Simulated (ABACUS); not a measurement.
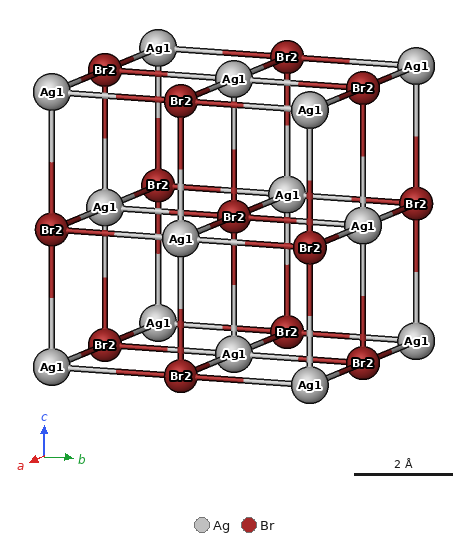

Fig. 1: The structure (ball-and-stick view of the cell 4 times as large as that of the calculation, set on its symmetry axes, seen slightly off an axis; atoms are numbered from 1 in the order of the input).

# AgBr: single-point calculation (part 1 of 2)

- system: AgBr (Fm-3m, 2 atoms in the cell)
- method: Kohn-Sham DFT of a periodic cell, PBE, PseudoDojo NC SR 0.4.1 PBE standard, no spin polarisation (ABACUS 3.10.1)

The structure derives from an entry of the Crystallography Open Database.

## What the program printed
```
ABACUS v3.10.1

               Atomic-orbital Based Ab-initio Computation at UStc

 ------------------------------------------------------------------------------------

 READING GENERAL INFORMATION
                           global_out_dir = OUT.AgBr/
                           global_in_card = INPUT
                               pseudo_dir = ./
                              orbital_dir = ./
                                    DSIZE = 4
                                    GSIZE = 1

 READING UNITCELL INFORMATION
                                    ntype = 2
                  lattice constant (Bohr) = 1.88973
              lattice constant (Angstrom) = 1

 READING ATOM TYPE 1
                               atom label = Ag
                      L=0, number of zeta = 3
                      L=1, number of zeta = 2
                      L=2, number of zeta = 2
                      L=3, number of zeta = 1
             number of atom for this type = 1

 READING ATOM TYPE 2
                               atom label = Br
                      L=0, number of zeta = 2
                      L=1, number of zeta = 2
                      L=2, number of zeta = 1
             number of atom for this type = 1

                        TOTAL ATOM NUMBER = 2
DIRECT COORDINATES
    atom                   x                   y                   z     mag                  vx                  vy                  vz
taud_Ag1            0.0000000000        0.0000000000        0.0000000000  0.0000        0.0000000000        0.0000000000        0.0000000000
taud_Br1            0.5000000000        0.5000000000        0.5000000000  0.0000        0.0000000000        0.0000000000        0.0000000000

                          Volume (Bohr^3) = 319.11
                             Volume (A^3) = 47.2872

 Lattice vectors: (Cartesian coordinate: in unit of a_0)
                   +0            +2.87015            +2.87015
             +2.87015                  +0            +2.87015
             +2.87015            +2.87015                  +0
 Reciprocal vectors: (Cartesian coordinate: in unit of 2 pi/a_0)
            -0.174207           +0.174207           +0.174207
            +0.174207           -0.174207           +0.174207
            +0.174207           +0.174207           -0.174207
 The esolver type has been set to : ksdft_lcao

                PAO radial cut off (Bohr) = 10

 Read in pseudopotential file is Ag.upf
                     pseudopotential type = NC
          exchange-correlation functional = PBE
                 nonlocal core correction = 1
                        valence electrons = 19
                                     lmax = 2
                           number of zeta = 4
                     number of projectors = 6
                           L of projector = 0
                           L of projector = 0
                           L of projector = 1
                           L of projector = 1
                           L of projector = 2
                           L of projector = 2
                PAO radial cut off (Bohr) = 10

 Read in pseudopotential file is Br.upf
                     pseudopotential type = NC
          exchange-correlation functional = PBE
                 nonlocal core correction = 1
                        valence electrons = 7
                                     lmax = 2
                           number of zeta = 2
                     number of projectors = 6
                           L of projector = 0
                           L of projector = 0
                           L of projector = 1
                           L of projector = 1
                           L of projector = 2
                           L of projector = 2
     initial pseudo atomic orbital number = 14

 SETUP THE ELECTRONS NUMBER
            electron number of element Ag = 19
      total electron number of element Ag = 19
            electron number of element Br = 7
      total electron number of element Br = 7
            AUTOSET number of electrons:  = 26
                           occupied bands = 13
                                   NLOCAL = 39
                                   NBANDS = 17
                                   NBANDS = 17
                                   NLOCAL = 39

%%%%%%%%%%%%%%%%%%%%%%%%%%%%%%%%%%%%%%%%%%%%%%%%%%%%%%%%%%%%%%%%%%%%%%%%%%%%%%%%%%%%%%%%%%%%%%%%%%%%%%%%%%
 Warning: the number of valence electrons in pseudopotential > 11 for Ag: [Kr] 4d10 5s1
 Pseudopotentials with additional electrons can yield (more) accurate outcomes, but may be less efficient.
 If you're confident that your chosen pseudopotential is appropriate, you can safely ignore this warning.
%%%%%%%%%%%%%%%%%%%%%%%%%%%%%%%%%%%%%%%%%%%%%%%%%%%%%%%%%%%%%%%%%%%%%%%%%%%%%%%%%%%%%%%%%%%%%%%%%%%%%%%%%%

 SETUP THE PLANE WAVE BASIS
 energy cutoff for charge/potential (unit:Ry) = 400
            fft grid for charge/potential = [ 50, 50, 50 ]
                        fft grid division = [ 5, 5, 5 ]
        big fft grid for charge/potential = [ 10, 10, 10 ]
                                     nbxx = 300
                                     nrxx = 37500

 SETUP PLANE WAVES FOR CHARGE/POTENTIAL
                    number of plane waves = 43215
                         number of sticks = 1627

 PARALLEL PW FOR CHARGE/POTENTIAL
     PROC   COLUMNS(POT)             PW
        1            407          10805
        2            407          10805
        3            407          10803
        4            406          10802
 --------------- sum -------------------
        4           1627          43215
                            number of |g| = 397
                                  max |g| = 36.1749
                                  min |g| = 0.242784

----------- Double Check Mixing Parameters Begin ------------
mixing_type: broyden
mixing_beta: 0.7
mixing_gg0: 1
mixing_gg0_min: 0.1
mixing_ndim: 8
----------- Double Check Mixing Parameters End ------------

 LATTICE VECTORS: (CARTESIAN COORDINATE: IN UNIT OF A0)
                   +0            +2.87015            +2.87015
             +2.87015                  +0            +2.87015
             +2.87015            +2.87015                  +0
                       right hand lattice = 1
                                   NORM_A = 4.05901
                                   NORM_B = 4.05901
                                   NORM_C = 4.05901
                           ALPHA (DEGREE) = 60
                           BETA  (DEGREE) = 60
                           GAMMA (DEGREE) = 60

 The lattice vectors have been changed (STRU_SIMPLE.cif)

(for optimal symmetric configuration:)
                             BRAVAIS TYPE = 3
                     BRAVAIS LATTICE NAME = 03. Cubic F (face-centered)
                                    ibrav = 3
                                    IBRAV = 3
                                  BRAVAIS = FACE CENTERED CUBIC
                       LATTICE CONSTANT A = 5.7403
Original cell was already a primitive cell.
                        ROTATION MATRICES = 48
              PURE POINT GROUP OPERATIONS = 48
                   SPACE GROUP OPERATIONS = 48
                              POINT GROUP = O_h
               POINT GROUP IN SPACE GROUP = O_h

 SETUP K-POINTS
                                    nspin = 1
                   Input type of k points = Monkhorst-Pack(Gamma)
                                   nkstot = 512
                       right hand lattice = 1
(for reciprocal lattice: )
                             BRAVAIS TYPE = 2
                     BRAVAIS LATTICE NAME = 02. Cubic I (body-centered)
                                    ibrav = 2
                       right hand lattice = 1
(for k-lattice: )
                             BRAVAIS TYPE = 2
                     BRAVAIS LATTICE NAME = 02. Cubic I (body-centered)
                                    ibrav = 2
                       right hand lattice = 1
                        ROTATION MATRICES = 48
                               nkstot_ibz = 29
K-POINTS REDUCTION ACCORDING TO SYMMETRY
     IBZ    DIRECT_X    DIRECT_Y    DIRECT_Z  WEIGHT  ibz2bz
       1  0.00000000  0.00000000  0.00000000  0.0020       0
       2  0.12500000  0.12500000  0.12500000  0.0156       1
       3  0.25000000  0.25000000  0.25000000  0.0156       2
       4  0.37500000  0.37500000  0.37500000  0.0156       3
       5  0.50000000  0.50000000  0.50000000  0.0078       4
       6  0.12500000  0.12500000  0.00000000  0.0117       9
       7  0.25000000  0.25000000  0.12500000  0.0469      10
       8  0.37500000  0.37500000  0.25000000  0.0469      11
       9  0.50000000  0.50000000  0.37500000  0.0469      12
      10  0.50000000  0.37500000  0.37500000  0.0469      13
      11  0.37500000  0.25000000  0.25000000  0.0469      14
      12  0.12500000  0.12500000  0.25000000  0.0234      15
      13  0.25000000  0.25000000  0.00000000  0.0117      18
      14  0.37500000  0.37500000  0.12500000  0.0469      19
      15  0.50000000  0.50000000  0.25000000  0.0469      20
      16 -0.37500000  0.37500000  0.37500000  0.0469      21
      17  0.50000000  0.25000000  0.25000000  0.0234      22
      18  0.37500000  0.37500000  0.00000000  0.0117      27
      19  0.50000000  0.50000000  0.12500000  0.0469      28
      20 -0.25000000  0.37500000  0.37500000  0.0234      29
      21  0.50000000  0.50000000  0.00000000  0.0059      36
      22  0.37500000  0.25000000  0.12500000  0.0469      83
      23  0.50000000  0.37500000  0.25000000  0.0938      84
      24  0.50000000  0.37500000 -0.37500000  0.0469      85
      25  0.50000000  0.37500000  0.12500000  0.0469      92
      26  0.50000000  0.37500000 -0.25000000  0.0938      93
      27 -0.37500000  0.37500000  0.25000000  0.0469      94
      28 -0.12500000  0.50000000  0.37500000  0.0234     101
      29  0.50000000  0.25000000 -0.25000000  0.0117     166

                               nkstot now = 29
[... K-POINTS DIRECT COORDINATES: 29 rows ...]

           k-point number in this process = 29
       minimum distributed K point number = 29
[... stars of the k points ...]

[... K-POINTS CARTESIAN COORDINATES: 29 rows ...]

[... K-POINTS DIRECT COORDINATES: 29 rows ...]

 SETUP PLANE WAVES FOR WAVE FUNCTIONS
     energy cutoff for wavefunc (unit:Ry) = 100
              fft grid for wave functions = [ 50, 50, 50 ]
                    number of plane waves = 6855
                         number of sticks = 475

 PARALLEL PW FOR WAVE FUNCTIONS
     PROC   COLUMNS(POT)             PW
        1            119           1715
        2            118           1712
        3            119           1714
        4            119           1714
 --------------- sum -------------------
        4            475           6855

 SET NONLOCAL PSEUDOPOTENTIAL PROJECTORS
 SET NONLOCAL PSEUDOPOTENTIAL PROJECTORS
 max number of nonlocal projetors among all species is 6

 -------------------------------------------
 SELF-CONSISTENT
 -------------------------------------------

 SETUP SEARCHING RADIUS FOR PROGRAM TO SEARCH ADJACENT ATOMS
                  longest orb rcut (Bohr) = 7
   longest nonlocal projector rcut (Bohr) = 1.94
                     search radius (Bohr) = 17.9
              searching radius is (Bohr)) = 17.9
         searching radius unit is (Bohr)) = 1.89
                         PeriodicBoundary = 1
                        Radius(unit:lat0) = 9.46
                                   glayer = [ 4, 4, 4 ]
                             glayer_minus = [ 3, 3, 3 ]

Find the coordinate range of the input atom(unit:lat0).
                                  min_tau = [ -17.2, -17.2, -17.2 ]
                                  max_tau = [ 20.1, 20.1, 20.1 ]
                                BoxNumber = [ 7, 7, 7 ]

 SETUP EXTENDED REAL SPACE GRID FOR GRID INTEGRATION
                          real space grid = [ 50, 50, 50 ]
                 big cell numbers in grid = [ 10, 10, 10 ]
             meshcell numbers in big cell = [ 5, 5, 5 ]
                        extended fft grid = [ 12, 12, 12 ]
                dimension of extened grid = [ 35, 35, 35 ]
                            UnitCellTotal = 125
              Atom number in sub-FFT-grid = 2
    Local orbitals number in sub-FFT-grid = 39
                                ParaV.nnr = 18906
                                 init_chg = atomic

 LCAO ALGORITHM --------------- ION=   1  ELEC=   1--------------------------------

 Density error is 0.0224623810223
----------------------------------------------------------
     Energy           Rydberg                 eV
----------------------------------------------------------
 E_KohnSham     -341.5344546186      -4646.8146461349
 E_Harris       -343.3639704730      -4671.7064863360
 E_Fermi        0.6431621402         8.7506698451
----------------------------------------------------------

 LCAO ALGORITHM --------------- ION=   1  ELEC=   2--------------------------------

 Density error is 0.0120093474631
----------------------------------------------------------
     Energy           Rydberg                 eV
----------------------------------------------------------
 E_KohnSham     -341.5421206031      -4646.9189472060
 E_Harris       -340.2951631599      -4629.9532208138
 E_Fermi        0.6361368807         8.6550862848
----------------------------------------------------------

 LCAO ALGORITHM --------------- ION=   1  ELEC=   3--------------------------------

 Density error is 0.0048339594091
----------------------------------------------------------
     Energy           Rydberg                 eV
----------------------------------------------------------
 E_KohnSham     -341.5429670488      -4646.9304636896
 E_Harris       -341.3701233110      -4644.5788039917
 E_Fermi        0.6401393611         8.7095428255
----------------------------------------------------------
```
